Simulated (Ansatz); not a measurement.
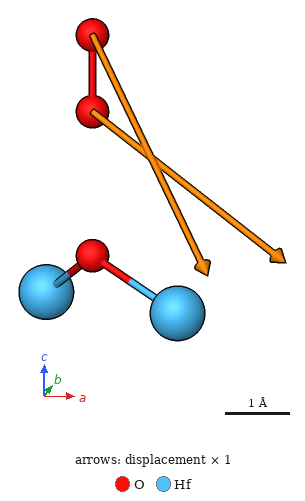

This is a constrained relaxation of a slab of composition Hf4O9 (cut from the P2_1/c phase). The starting structure is drawn; orange arrows show the displacements, at their true length.

The picture is a ball-and-stick view of the atoms within 5.0 Å of the atom that moves most (axes of the 2 × 2 repeat of the cell, outlined in the plane, without the vacuum (origin shifted)), seen slightly off an axis.

Case: 1 O2 a cell, upright, over a top O site. The slab is the (0 0 1) face of HfO2 with O2 on it. 12 atoms are held fixed.

Level of theory: Ansatz, DFT PBE+D3(BJ), scalar-relativistic, plane waves, PAW.

Input
```yaml
crystal:
  lattice:
    - [5.1260959495, 0.0, 0.0]
    - [0.0, 5.2021810315, 0.0]
    - [0.0, 0.0, 28.9821087261]
  atoms:
    - { symbol: O, position: [0.6347922141, 0.2419181661, 0.2760323645] }
    - { symbol: O, position: [0.5361300051, 0.7580818339, 0.2835555465] }
    - { symbol: O, position: [0.1832406017, 0.3358219371, 0.3083451252] }
    - { symbol: Hf, position: [0.8445046143, 0.5424419733, 0.3173870306] }
    - { symbol: Hf, position: [0.4118787145, 0.0424419733, 0.3324778087] }
    - { symbol: O, position: [0.0731427271, 0.8358219371, 0.341519714] }
    - { symbol: O, position: [0.7202533237, 0.2580818339, 0.3663092926] }
    - { symbol: O, position: [0.6215911147, 0.7419181661, 0.3738324747] }
    - { symbol: O, position: [0.2687017113, 0.1641780629, 0.3986220534] }
    - { symbol: Hf, position: [0.9299657239, 0.9575580267, 0.4076639587] }
    - { symbol: Hf, position: [0.4973398241, 0.4575580267, 0.4227547369] }
    - { symbol: O, position: [0.1586038367, 0.6641780629, 0.4317966422] }
    - { symbol: O, position: [0.8059420773, 0.2460643752, 0.4592391963] }
    - { symbol: O, position: [0.7067389954, 0.7615639889, 0.4677095216] }
    - { symbol: O, position: [0.3491442604, 0.3320972748, 0.4906002937] }
    - { symbol: Hf, position: [0.0175367478, 0.5413108606, 0.4967818387] }
    - { symbol: Hf, position: [0.5904578162, 0.0520259301, 0.5130991765] }
    - { symbol: O, position: [0.2455561071, 0.8350207805, 0.5251222792] }
    - { symbol: O, position: [0.8783699554, 0.2748950108, 0.5496114496] }
    - { symbol: O, position: [0.7865197476, 0.7638674383, 0.5599760197] }
    - { symbol: O, position: [0.4223970712, 0.180770282, 0.5813531491] }
    - { symbol: Hf, position: [0.11465074, 0.9534604195, 0.5880562736] }
    - { symbol: Hf, position: [0.6193644276, 0.4853909494, 0.5990535974] }
    - { symbol: O, position: [0.3129573346, 0.6861992271, 0.6205619118] }
    - { symbol: O, position: [0.3129573346, 0.6861992271, 0.7006112975], spin: 2.0 }
    - { symbol: O, position: [0.3129573346, 0.6861992271, 0.7432203434] }
basis:
  ecutwfc: 420
kpoints:
  mp_grid: { grid: [3, 3, 1] }
hamiltonian:
  xc: pbe
  dispersion: d3bj
scf:
  occupations: { method: gaussian, width: 0.05 }
output:
  forces: true
  eigenvalues: true
  populations: true
  write_density: true
  write_potential: true
  elf: true
  volumetric_format: npy
magnetization:
  spin_polarized: true
relax:
  adjacent_minimum: "off"
  f_tol: 0.04
  max_steps: 100
  constraints: [{ sites: [0, 1, 2, 3, 4, 5, 6, 7, 8, 9, 10, 11] }]
efield:
  axis: 3
  dipole_correction: true
  ramp_width: 0.04
```

Run as
```bash
ansatz run input.yaml --threads 8 --pin off --max-ram 20480MiB --backend cpu --events-out ev --progress --plain --runs-dir out
```

**Which element moves most?**

Oxygen: up to 4.98 Å, against 0.22 Å for hafnium.

**What happened in the run?**

Over 53 accepted moves (54 points after the start) the energy falls by 5.725 eV per cell of the calculation. Largest force component: 1.2 eV/Å at the start, 0.028 eV/Å at the end. The line search rejected the trial step at point 44 of the run. The atom that moves furthest is O26 (4.98 Å at 51° to the normal (−c side)). By element the largest moves are O 4.98 Å, Hf 0.22 Å. The lattice vectors keep their values. Some distances before and after: Hf23–O26 4.584 → 2.212 Å, Hf23–O25 3.496 → 2.182 Å, O25–O26 1.235 → 1.506 Å, Hf22–O24 1.963 → 2.019 Å. New bonds form, among them: Hf23–O25 (3.50 → 2.18 Å), Hf23–O26 (4.58 → 2.21 Å). Bond angles that change, for instance: Hf22–O24–Hf23 129.1° → 141.3°. The program noted that the starting moments weren't kept. The run may lie on a higher electronic state than the lowest, so the end point isn't shown to be the ground-state structure. The run took 57 min on 8 threads of Arm Neoverse V1, on a shared host, peak memory 5.6 GiB.

Limits of the set-up: the periodic images lie only 5.1 Å apart, so the values are limited by the cell's size.
